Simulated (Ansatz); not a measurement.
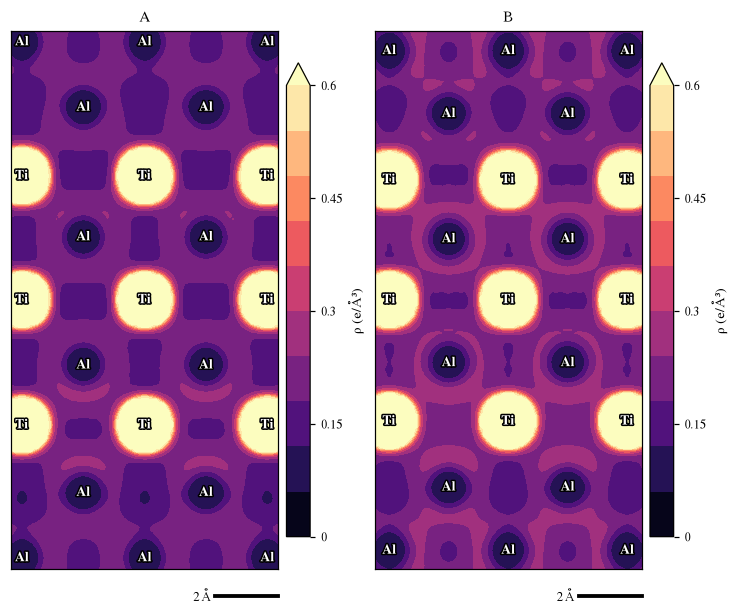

Ti₅Al₁₁. The valence electron density of two cells that differ in size, on the (100) plane of each (indices in the axes of the calculation cell), at one length scale and on one colour scale; one has 14.1 and the other 15.5 Å³ an atom.

Space group P4mm; a structure from a database of computed crystals, not necessarily the ambient phase; computed without spin polarisation.

Level of theory: Ansatz, DFT PBEsol, scalar-relativistic, plane waves, PAW.

The density is the valence pseudo-density of a PAW calculation; it isn't the true density close to the nuclei.

The larger cell:

```
Ti Al
1.0
     3.89548    0.00000    0.00000
     0.00000    3.89548    0.00000
     0.00000    0.00000   16.38159
Ti Al
5 11
Cartesian
  1.9477 1.9477 6.1629
  0.0000 0.0000 14.4132
  0.0000 0.0000 1.9624
  1.9477 1.9477 10.0991
  1.9477 1.9477 2.1892
  1.9477 0.0000 0.0455
  0.0000 1.9477 8.1603
  1.9477 0.0000 8.1603
  0.0000 1.9477 0.0455
  0.0000 1.9477 4.0897
  1.9477 0.0000 12.2751
  1.9477 0.0000 4.0897
  0.0000 1.9477 12.2751
  0.0000 0.0000 10.2256
  0.0000 0.0000 6.1248
  1.9477 1.9477 14.3532
```

The smaller cell: a = 3.776 Å, b = 3.776 Å, c = 15.864 Å, α = 90.00°, β = 90.00°, γ = 90.00°.

Q: Which is the denser cell? Describe the effect of the change.

A: Panel B is the smaller cell, by 9 % in volume. From the larger cell to the smaller, Al–Al goes from 2.85 to 2.75 Å, and the density at its midpoint from 0.21 to 0.23 e/Å³; Ti–Al goes from 2.75 to 2.66 Å, and the density at its midpoint from 0.22 to 0.25 e/Å³; the pressure goes from 0.0 to 13 GPa.
